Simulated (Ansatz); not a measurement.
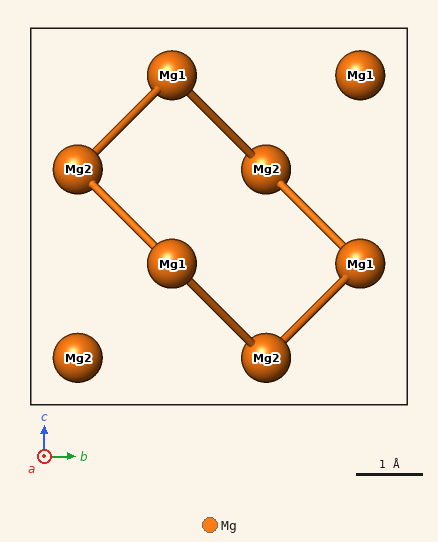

The structure (ball-and-stick view of the cell 4 times as large as that of the calculation, set on its symmetry axes, along the a axis; atoms are numbered from 1 in the order of the input). An atom can appear more than once, as a periodic image. Near neighbours in the periodic cell (some may lie outside the picture): Mg has 4 Mg at 2.51 Å.

Mg: band-structure calculation

- system: Mg (Fd-3m, 2 atoms in the cell)
- method: DFT, PBE, PAW with Ansatz's default frozen-core files, scalar-relativistic, no spin polarisation (Ansatz 0.2.0)

Its volume is 0.60 times that of the source entry. It belongs to a series of runs on one base structure; here: volume scaled by 0.6, PAW files. Figures and captions count atoms from 1; the log counts them from 0 in places.

## Input file
```yaml
crystal:
  lattice:
    - [0.0, 2.8959328265, 2.8959328265]
    - [2.8959328265, 0.0, 2.8959328265]
    - [2.8959328265, 2.8959328265, 0.0]
  atoms:
    - { symbol: Mg, position: [-0.125, -0.125, -0.125] }
    - { symbol: Mg, position: [0.125, 0.125, 0.125] }
kpoints:
  mp_grid: { grid: [12, 12, 12] }
  band_path:
    path:
      - [0.0, 0.0, 0.0]
      - [0.5, 0.0, 0.5]
      - [0.625, 0.25, 0.625]
      - [0.375, 0.375, 0.75]
      - [0.0, 0.0, 0.0]
      - [0.5, 0.5, 0.5]
      - [0.5, 0.25, 0.75]
      - [0.5, 0.0, 0.5]
    npoints: 8
scf:
  occupations: { method: fermi_dirac, width: 0.1 }
hamiltonian:
  xc: pbe
  pseudopotentials: { kind: paw }
output:
  forces: true
  stress: true
  eigenvalues: true
  populations: true
  dos: { projected: true, de: 0.2, e_range: [-14, 8] }
```

Machine: 1 thread of Arm Neoverse V1, 112 GiB of memory available, shared host.

Command:
```bash
ansatz run input.yaml --threads 1 --pin off --max-ram 2048MiB --backend cpu --events-out ev --progress --plain --runs-dir out
```

## Output
```
Engine: ansatz 0.2.0, aarch64-unknown-linux-gnu
Pseudopotentials: kind: paw
Pseudopotential: Mg, paw, valence charge 10, recommended cutoff 420 eV (normal), Mg.paw.azcp
Functional definition: PBE
  parameter kappa = 0.804
  parameter beta = 0.06672455060314922
  exchange = pbe_x(kappa = kappa, mu = beta*pi^2/3)
  correlation = pbe_c(beta = beta)
Crystal: 2 atoms, lattice volume = 48.573 Å³
Basis set: ecut = 420 eV, 941 PW (Γ), exchange–correlation on 60×60×60 points (8 copies of the dense FFT grid, shifted against one another)
Bands: 14, of which v1, the nominal top of the filled ones, is band 10 counted from 1 (9 counted from 0)
Symmetry: 48 space group operations
Space group: Fd-3m (ITA 227), of the structure as read, at distance tolerance 3.6e-5 Å
k-points: 72 of 1728
Non-local potential: Mg, projectors of the file, l = 0: 3, l = 1: 2, l = 2: 1
PAW form: soft (Blöchl's): semilocal exchange-correlation on the pseudo side does not see the compensation charge
PAW one-centre angular grid: Mg, 110 points (default); XC on 64 Gauss nodes
Initial density: superposition of atomic densities (neutral atoms: chi_scale 0, normalization atom), corrected by the library's trained network
Initial wavefunctions: pseudopotential atomic-orbital guess
Functional: x = pbe(κ = 0.804, μ = 0.2195149727645171), c = pbe(β = 0.06672455060314922)
SCF iter   1: F=—  HF=-3845.090029 eV  |F-HF|=—  |Δ(HF+E_count)|=         —  Δρ=9.94e-4  dr2=3.29e-4  ethr=1.77e-3  ⟨swp⟩=5.1  Hψ=5282  notcnv=0
preconditioner: auto → Kerker (q_TF=auto, 2.353 Å⁻¹)  [metal: Δε(μ)=0.125 eV  Ē_g=6.286 eV  σ=0.100 eV  W_gap=0.30  n_scr=14 (ndim 8)  ℏωp=10.7 eV  f_vac=0.000  D(μ)=1.07/eV (n_scr^D=8)]
SCF iter   2: F=—  HF=-3845.089637 eV  |F-HF|=—  |Δ(HF+E_count)|=   3.92e-4  Δρ=4.64e-4  dr2=7.14e-5  ethr=1.65e-6  ⟨swp⟩=2.1  Hψ=2276  notcnv=0
SCF iter   3: F=—  HF=-3845.089643 eV  |F-HF|=—  |Δ(HF+E_count)|=   5.94e-6  Δρ=2.67e-4  dr2=2.74e-5  ethr=3.57e-7  ⟨swp⟩=1.0  Hψ=1003  notcnv=0
SCF iter   4: F=—  HF=-3845.089655 eV  |F-HF|=—  |Δ(HF+E_count)|=   1.19e-5  Δρ=4.94e-5  dr2=1.69e-6  ethr=1.37e-7  ⟨swp⟩=2.0  Hψ=1142  notcnv=0
iter 5 did not close the SCF: its close was put off for the readings that it lacked (scf_convergence_deferred on its scf_iter line)
SCF iter   5: F=-3845.089654 eV  HF=-3845.089654 eV  |F-HF|=1.45e-7  |Δ(HF+E_count)|=   3.88e-7  Δρ=1.48e-5  dr2=9.57e-8  ethr=8.43e-9  ⟨swp⟩=2.0  Hψ=1594  notcnv=0
SCF iter   6: F=-3845.089654 eV  HF=-3845.089654 eV  |F-HF|=1.55e-8  |Δ(HF+E_count)|=   8.21e-8  Δρ=6.31e-6  dr2=7.44e-9  ethr=4.78e-10  ⟨swp⟩=2.8  Hψ=3693  notcnv=0
SCF 1 converged in 6 iterations: F = -3845.089654 eV  dr2 = 7.44e-9
  greatest PAW one-centre occupation: 1.000 electrons in one spin orbital (limit 2), on the Mg atom at site 1 (counted from 0), in its partial waves of l = 0
```

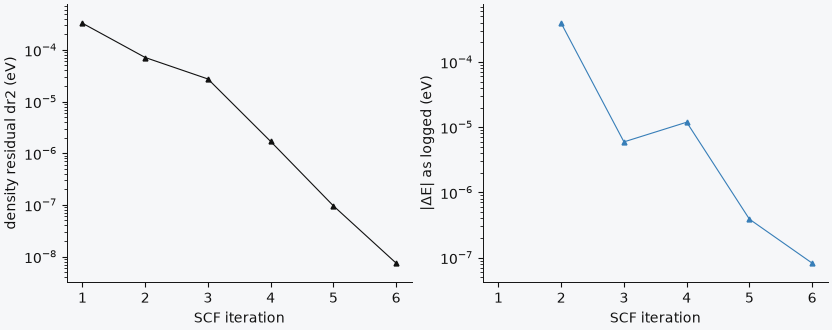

Convergence of the self-consistent field: density residual dr2 and size of the energy change against the SCF iteration. The residual falls at every step.

```
NSCF: frozen V_eff on 57 k-points
SCF converged after 6 iterations
Free energy (F): -3845.089654 eV
Harris-Foulkes:  -3845.089654 eV  (|F-HF|=1.55e-8)
Internal energy: -3845.054932 eV  (E = F + TS)
E sigma→0 (E₀):  -3845.072293 eV
Entropy (-TS):   -0.034722 eV (-17.361 meV/atom)
Fermi energy:    4.992686 eV
--- Per-component energies (eV) ---
  E_band       = -731.168649
  E_kinetic    = 151.252583
  E_local      = -3470.718529  (includes V_loc(G=0)·N_el)
  E_nonlocal   = 193.514146
  E_hartree    = 1261.599455
  E_xc         = -57.272335
  E_vxc        = -73.956602  (∫ρ·V_xc dr)
  E_paw        = -584.172973  (= ΣΔE_a)
  E_vpaw       = -54.464844  (= ΣTr[D̂ρ^β])
  E_aug_tail   = -0.000005  (compensation charges beyond the density's cutoff)
  E_ewald      = -1339.257275
  E_smearing   = -0.034722  (= −TS)
  E_closure    = -0.000000  (closes the sum)
  Σ components = -3845.089654   (vs F -3845.089654, Δ=0.00e0)
--- Forces (eV/Å), atoms counted from 1 ---
  atom   1  Mg    -0.00000000    -0.00000000     0.00000000
  atom   2  Mg     0.00000000     0.00000000    -0.00000000
  max |Σ_I F_I| component: 1.39e-17 eV/Å
--- Stress (GPa, compression-positive) ---
       14.811929       0.000000       0.000000
        0.000000      14.811929      -0.000000
        0.000000       0.000000      14.811929
  P = ⅓ Tr σ = 14.8119 GPa (148.119 kbar)
--- Band table (eV; the first three rows and the last of 72) ---
  k-point 0: bands = ["-71.2435", "-71.1964", "-38.0299", "-38.0299", "-38.0299", "-37.9275", "-37.9275", "-37.9275", "-1.6389", "9.6557", "9.6557", "9.6557", "10.5582", "10.5582"]
  k-point 1: bands = ["-71.2429", "-71.1970", "-38.0307", "-38.0307", "-38.0297", "-37.9279", "-37.9267", "-37.9267", "-1.5466", "8.6262", "9.4005", "9.4005", "10.9151", "10.9151"]
  k-point 2: bands = ["-71.2411", "-71.1987", "-38.0328", "-38.0328", "-38.0292", "-37.9289", "-37.9247", "-37.9247", "-1.2707", "7.1017", "9.0429", "9.0429", "11.2385", "11.3843"]
  k-point 71: bands = ["-71.2199", "-71.2199", "-38.0520", "-38.0520", "-37.9797", "-37.9797", "-37.9068", "-37.9068", "3.2469", "3.2469", "4.3570", "4.3570", "11.5508", "11.5508"]
--- Löwdin populations: 2 sites ---
  site symbol       q [e]
     0     Mg      9.5612
     1     Mg      9.5612
  spilling = 0.043883 (of n_electrons = 20.000000)
```

## File populations.tsv
```
# site	symbol	l	j	q
# orbitals = lowdin
# n_electrons = 20.000000
# spilling = 0.043883
0	Mg	0_2S	-	1.997487
0	Mg	0_3S	-	1.563867
0	Mg	1_2P	-	5.999818
1	Mg	0_2S	-	1.997487
1	Mg	0_3S	-	1.563867
1	Mg	1_2P	-	5.999818
```

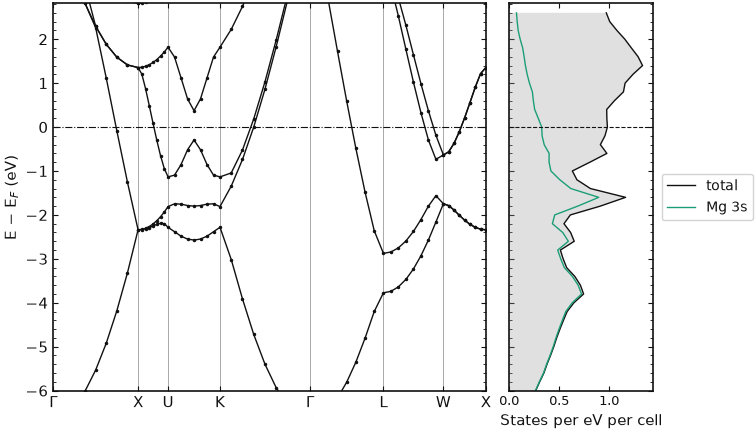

Band structure along Γ–X–U–K–Γ–L–W–X and density of states (projected on Löwdin-orthogonalised atomic shells), with energies from the Fermi level. Bands cross the Fermi level: a metal at this level of theory.

## Key numbers

- outcome: converged
- space group (tolerance 0.01 Å): Fd-3m (227)
- electrons treated: 20
- free energy: −3845.0897 eV
- Fermi energy: 4.993 eV
- pressure: 14.81 GPa
- electronic character: metal
- largest force (length of the vector): under 0.001 eV/Å
- wall time: 3.7 s
- peak memory: 0.32 GiB

## Notes

The cell is under a pressure of 14.8 GPa at this level, so it is not at its equilibrium volume.
